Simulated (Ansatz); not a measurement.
# Single-point calculation, with input and output: C

The run: single-point calculation of C (R-3m, 4 atoms in the cell). Method and program: DFT PBEsol, scalar-relativistic, plane waves, PAW, no spin polarisation (Ansatz 0.2.0).

The structure derives from an entry of the Crystallography Open Database.

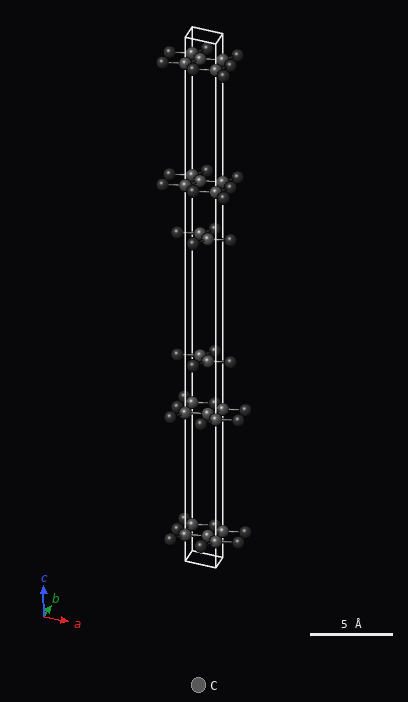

**Figure 1.** The structure (ball-and-stick view of the cell 3 times as large as that of the calculation, set on its symmetry axes, seen slightly off an axis; neighbours outside the cell are drawn fainter). Near neighbours in the crystal (not all of them lie inside the picture): C has 3 C at 1.42 Å.

### Key numbers

- outcome: converged
- space group (tolerance 0.01 Å): R-3m (166)
- electrons treated: 16
- free energy: −986.7434 eV
- Fermi energy: 2.467 eV
- gap on the k-point mesh: none (metallic)
- pressure: −0.13 GPa
- largest force (length of the vector): 0.192 eV/Å
- hardware: 4 threads of Arm Neoverse V2, 24 GiB of memory available, shared host
- wall time: 1.9 s (CPU time 6.8 s)
- peak memory: 0.4 GiB

### Input
```yaml
crystal:
  lattice:
    - [1.2299994602, 0.7101405194, 11.15]
    - [-1.2299994602, 0.7101405194, 11.15]
    - [0.0, -1.4202810389, 11.15]
  atoms:
    - { symbol: C, position: [0.05, 0.05, 0.05] }
    - { symbol: C, position: [0.95, 0.95, 0.95] }
    - { symbol: C, position: [0.283, 0.283, 0.283] }
    - { symbol: C, position: [0.717, 0.717, 0.717] }
basis:
  ecutwfc: 420
kpoints:
  mp_grid: { grid: [12, 12, 12] }
hamiltonian:
  xc: pbesol
scf:
  occupations: { method: gaussian, width: 0.1 }
output:
  forces: true
  stress: true
  eigenvalues: true
```

Launched with:
```bash
ansatz run input.yaml --threads 4 --pin off --max-ram 9216MiB --backend cpu --events-out ev --progress --plain --runs-dir out
```

### What the program printed
```
basis.fft_grid_basis auto: the FFT boxes are laid along the combinations [[1, 0, -1], [0, 1, -1], [0, 0, 1]] of the cell's own vectors, 2.460, 2.460 and 11.240 Å long. The dense box has 18×18×80 points. Along the cell's own vectors, as sized, it would have 80×80×80, 19.75 times as many. Of the 12 symmetry operations that the crystal satisfies within crystal.symmetry.tolerance (time reversal apart; of a slab, those that keep its plane) the dense box along the cell's own vectors carries 12, and the one as laid loses 8 of those. basis.fft_grid_basis: typed keeps the cell's own vectors: state it where this run's energies or levels are differenced outside the engine with another run's, or held beside a run that keeps those vectors.
Engine: ansatz 0.2.0, aarch64-unknown-linux-gnu
Pseudopotentials: kind: paw
Pseudopotential: C, paw, valence charge 4, recommended cutoff 420 eV (normal), C.paw.azcp
Functional definition: PBEsol
  exchange = pbesol_x
  correlation = pbesol_c
Crystal: 4 atoms, lattice volume = 58.435 Å³
Basis set: ecut = 420 eV, 1117 PW (Γ), FFT grids on a1−a3, a2−a3, a3, exchange–correlation on 36×36×160 points (8 copies of the dense FFT grid, shifted against one another)
Bands: 12, of which v1, the nominal top of the filled ones, is band 8 counted from 1 (7 counted from 0)
Symmetry: 12 space group operations
Space group: R-3m (ITA 166), of the structure as read, at distance tolerance 3.9e-5 Å
k-points: 189 of 1728
Non-local potential: C, projectors of the file, l = 0: 2, l = 1: 2, l = 2: 1
PAW form: soft (Blöchl's): semilocal exchange-correlation on the pseudo side does not see the compensation charge
PAW frozen core: C, regenerated for the run's functional, and the local potential with it (the file was generated under x = pbe(κ = 0.804, μ = 0.2195149727645171), c = pbe(β = 0.06672455060314922))
PAW one-centre angular grid: C, 110 points (default); XC on 64 Gauss nodes
Initial density: superposition of atomic densities (neutral atoms: chi_scale 0, normalization atom), corrected by the library's trained network
Initial wavefunctions: pseudopotential atomic-orbital guess
Functional: x = pbesol(κ = 0.804, μ = 0.12345679012345678), c = pbesol(β = 0.046)
SCF iter   1: F=—  HF=-986.741557 eV  |F-HF|=—  |Δ(HF+E_count)|=         —  Δρ=2.98e-3  dr2=5.24e-3  ethr=1.77e-3  ⟨swp⟩=5.6  Hψ=14059  notcnv=0
preconditioner: auto → LDOS  [metal: Δε(μ)=0.000 eV  Ē_g=15.228 eV  σ=0.100 eV  W_gap=0.00  n_scr=6 (ndim 8)  ℏωp=19.4 eV  f_vac=0.397  D(μ)=0.31/eV (n_scr^D=2)  β→1.0]
SCF iter   2: F=—  HF=-986.744487 eV  |F-HF|=—  |Δ(HF+E_count)|=   2.93e-3  Δρ=1.48e-3  dr2=4.13e-3  ethr=3.27e-5  ⟨swp⟩=2.3  Hψ=5792  notcnv=0
SCF iter   3: F=—  HF=-986.743379 eV  |F-HF|=—  |Δ(HF+E_count)|=   1.11e-3  Δρ=4.11e-4  dr2=2.04e-4  ethr=2.58e-5  ⟨swp⟩=2.1  Hψ=3631  notcnv=0
SCF iter   4: F=—  HF=-986.743382 eV  |F-HF|=—  |Δ(HF+E_count)|=   3.47e-6  Δρ=7.59e-5  dr2=3.87e-6  ethr=1.27e-6  ⟨swp⟩=2.2  Hψ=3629  notcnv=0
SCF iter   5: F=—  HF=-986.743391 eV  |F-HF|=—  |Δ(HF+E_count)|=   8.73e-6  Δρ=5.03e-5  dr2=1.29e-6  ethr=2.42e-8  ⟨swp⟩=2.1  Hψ=3812  notcnv=0
SCF iter   6: F=-986.743391 eV  HF=-986.743391 eV  |F-HF|=1.40e-8  |Δ(HF+E_count)|=   1.85e-7  Δρ=3.94e-6  dr2=7.30e-9  ethr=6.25e-10  ⟨swp⟩=6.1  Hψ=13277  notcnv=0
SCF 1 converged in 6 iterations: F = -986.743391 eV  dr2 = 7.30e-9
  greatest PAW one-centre occupation: 0.672 electrons in one spin orbital (limit 2), on the C atom at site 1 (counted from 0), in its partial waves of l = 0
```

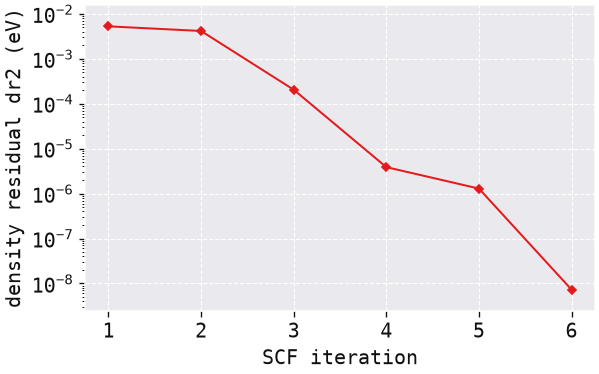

**Figure 2.** Convergence of the self-consistent field: density residual dr2 against the SCF iteration. The residual falls at every step.

```
SCF converged after 6 iterations
Free energy (F): -986.743391 eV
Harris-Foulkes:  -986.743391 eV  (|F-HF|=1.40e-8)
Internal energy: -986.741824 eV  (E = F + TS)
E sigma→0 (E₀):  -986.742607 eV
Entropy (-TS):   -0.001567 eV (-0.392 meV/atom)
Fermi energy:    2.466748 eV
--- Per-component energies (eV) ---
  E_band       = -106.732202
  E_kinetic    = 363.165881
  E_local      = -2332.205813  (includes V_loc(G=0)·N_el)
  E_nonlocal   = 109.633291
  E_hartree    = 1008.490523
  E_xc         = -190.317328
  E_vxc        = -236.521237  (∫ρ·V_xc dr)
  E_paw        = -381.908883  (= ΣΔE_a)
  E_vpaw       = -27.788697  (= ΣTr[D̂ρ^β])
  E_aug_tail   = 0.000032  (compensation charges beyond the density's cutoff)
  E_ewald      = 436.316071
  E_core_change = 0.084402  (= ΣΔE_core)
  E_smearing   = -0.001567  (= −TS)
  E_closure    = 0.000000  (closes the sum)
  Σ components = -986.743391   (vs F -986.743391, Δ=0.00e0)
--- Forces (eV/Å), atoms counted from 1 ---
  atom   1  C      0.00000000    -0.00000000     0.19202881
  atom   2  C     -0.00000000     0.00000000    -0.19202881
  atom   3  C      0.00000000    -0.00000000     0.15647263
  atom   4  C     -0.00000000     0.00000000    -0.15647263
  max |Σ_I F_I| component: 5.55e-17 eV/Å
--- Stress (GPa, compression-positive) ---
       -0.350654      -0.000000      -0.000000
       -0.000000      -0.350654      -0.000000
       -0.000000      -0.000000       0.315798
  P = ⅓ Tr σ = -0.1285 GPa (-1.285 kbar)
--- Band table (eV; the first three rows and the last of 189) ---
  k-point 0: bands = ["-17.1335", "-16.9793", "-5.7101", "-4.7118", "-0.5212", "-0.5212", "-0.5116", "-0.5116", "5.6646", "7.5771", "8.5906", "10.8178"]
  k-point 1: bands = ["-16.9680", "-16.8153", "-5.5095", "-4.5175", "-1.1781", "-1.1610", "-0.8678", "-0.8535", "5.8883", "7.7802", "8.8037", "10.8720"]
  k-point 2: bands = ["-16.4732", "-16.3252", "-4.9123", "-3.9406", "-2.8306", "-2.7976", "-1.6754", "-1.6552", "6.5588", "8.3879", "9.4338", "10.7963"]
  k-point 188: bands = ["-17.1335", "-16.9792", "-5.7096", "-4.7123", "-0.5208", "-0.5208", "-0.5120", "-0.5120", "6.0440", "6.5442", "10.0998", "10.8186"]
```

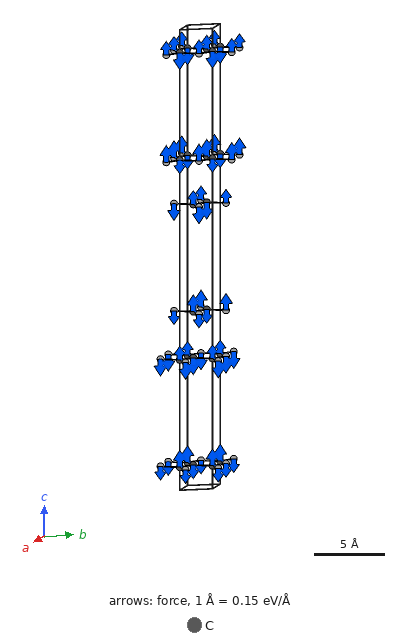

**Figure 3.** Forces on the atoms as blue arrows (ball-and-stick view of the cell 3 times as large as that of the calculation, set on its symmetry axes, seen slightly off an axis; neighbours outside the cell are drawn fainter). The largest act on C1, C2 (0.19 eV/Å); C3, C4 (0.16 eV/Å). Atoms are counted from 1 in the order of the input and aren't labelled in the picture. The geometry is not a stationary point of this energy.

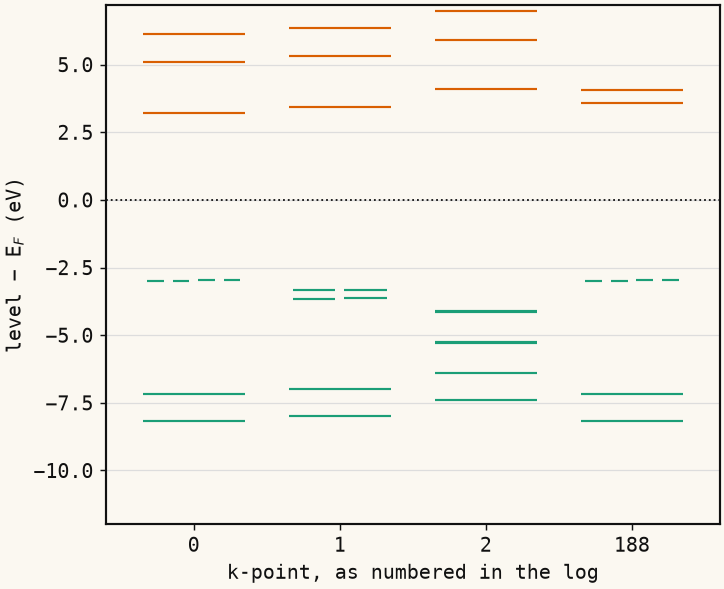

**Figure 4.** Kohn–Sham levels near the Fermi level (dotted) at the few k-points that the log prints; levels within 0.02 eV of each other stand side by side. The system is metallic on the full mesh.
